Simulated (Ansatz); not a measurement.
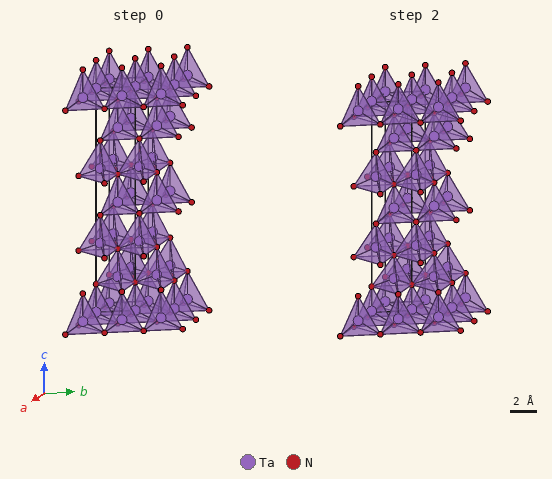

The structure of a crystal of TaN (a generated structure, set up in P3m1) before (left) and after (right) a relaxation, at one scale.

A polyhedral model of the cell of the calculation, repeated 2 × 2 × 1 with one cell outlined, seen slightly off an axis.

Case: stacking ABCBCB.

Theory: Ansatz 0.2.0, DFT PBE, scalar-relativistic, plane waves, PAW. Settings: plane-wave cutoff 420 eV; k-point mesh 18 × 18 × 3; occupations gaussian; smearing width 0.1 eV; no spin polarisation; cell and atoms relaxed; force threshold 0.01 eV/Å; at most 45 steps.

Summarise the run.

The run was cut off at its time limit before the relaxation converged, so the last structure is only a point on the way. An N atom moves most relative to the cell: 0.17 Å along −c. Largest moves by element: N 0.17 Å, Ta 0.13 Å. The volume changes by −1.2 %, with a = b 3.152 → 3.236 Å (+2.7 %), c 18.313 → 17.166 Å (−6.3 %). Near-neighbour distances that change, for instance: N–Ta 2.289 → 1.907 Å, N–Ta 2.289 → 1.933 Å, N–Ta 2.289 → 1.996 Å, Ta–Ta 3.554 → 3.393 Å. Among the angles between lasting bonds that change: Ta–N–Ta 106.0° → 100.1°, N–Ta–N 106.0° → 100.1°, Ta–N–Ta 106.0° → 100.9°. The space group stays P3m1 (No. 156). Over 2 geometry steps the energy falls by 228 meV per atom. Largest force component: 3.5 eV/Å at the start, 1.2 eV/Å at the end. The pressure goes from 13.84 to 8.58 GPa. The run took 13 min on 1 thread of Intel(R) Xeon(R) Processor @ 2.50GHz (Skylake/Cascade Lake), on a shared host, peak memory 0.95 GiB.
